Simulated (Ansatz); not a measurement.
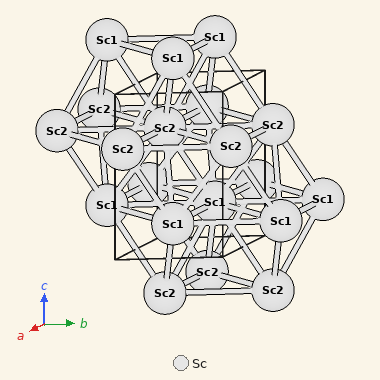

The system is Sc (P6_3/mmc, No. 194; 2 atoms in the cell); the picture shows the reference structure. 
- The energy is mapped over the lattice constants a and c of the conventional cell.
- Coordinates scanned: (1) lattice constant a (and b); (2) lattice constant c.
- Nothing is relaxed (symmetry fixes all fractional coordinates).
- The grid has 7 × 7 points.
- Points are written as (first, second).
- Energies: meV/atom, counted from the lowest grid point.
- The calculation used DFT PBE, scalar-relativistic, plane waves, PAW (Ansatz 0.2.0). Settings: cutoff 520 eV, k-mesh 15×15×10 in the order of the run's cell vectors, gaussian smearing 0.15 eV, no spin polarisation.

Its coordinates:

```xyz
2
Lattice="3.3195 0.0000 0.0000 -1.6598 2.8748 0.0000 0.0000 0.0000 5.1626" Properties=species:S:1:pos:R:3 pbc="T T T"
Sc    0.0000    1.9165    1.2907
Sc    1.6598    0.9583    3.8720
```

The input of one point:

```yaml
crystal:
  lattice:
    - [3.3195022292, 0.0, 0.0]
    - [-1.6597511146, 2.8747732584, 0.0]
    - [0.0, 0.0, 5.1626334843]
  atoms:
    - { symbol: Sc, position: [0.3333333333, 0.6666666667, 0.25] }
    - { symbol: Sc, position: [0.6666666667, 0.3333333333, 0.75] }
basis:
  ecutwfc: 520.0
kpoints:
  mp_grid: { grid: [15, 15, 10] }
hamiltonian:
  xc: pbe
  pseudopotentials: { kind: paw }
scf:
  occupations: { method: gaussian, width: 0.15 }
output:
  forces: true
  stress: true
  eigenvalues: true
```

Range: lattice constant a (and b) from 3.154 to 3.486 Å; lattice constant c from 4.750 to 5.576 Å.

### What landscape does the calculation give?

The lowest grid point is at (3.320 Å, 5.163 Å). No other kind of well shows on this grid. The highest grid point, (3.154 Å, 4.750 Å), lies 161 meV/atom above the lowest. Round the minimum the valley is somewhat tilted: raising lattice constant a (and b) shifts the best value of lattice constant c downwards (coupling k₁₂/√(k₁₁k₂₂) about 0.3).

```
lattice constant c ↓, lattice constant a (and b) →  3.154  3.209  3.264  3.320  3.375  3.430  3.486
                                             5.576     62     43     36     41     57     83    117
                                             5.438     52     28     17     19     32     54     86
                                             5.300     50     22      7      5     14     33     62
                                             5.163     59     25      6      0      6     22     47
                                             5.025     79     40     17      6      8     20     42
                                             4.887    112     68     40     25     22     31     49
                                             4.750    161    111     77     57     50     54     68
```

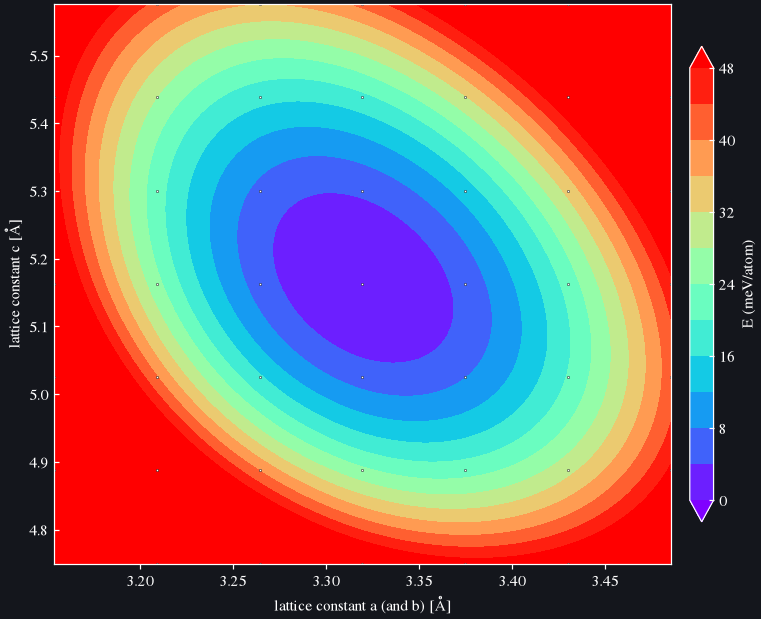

The picture shows filled contours, dots at the grid points, one colour for all values above the top of the scale. Between grid points the surface is interpolated.

Time for the 49 points that were run: 11 min on 1 thread of Arm Neoverse N1, on a shared host.
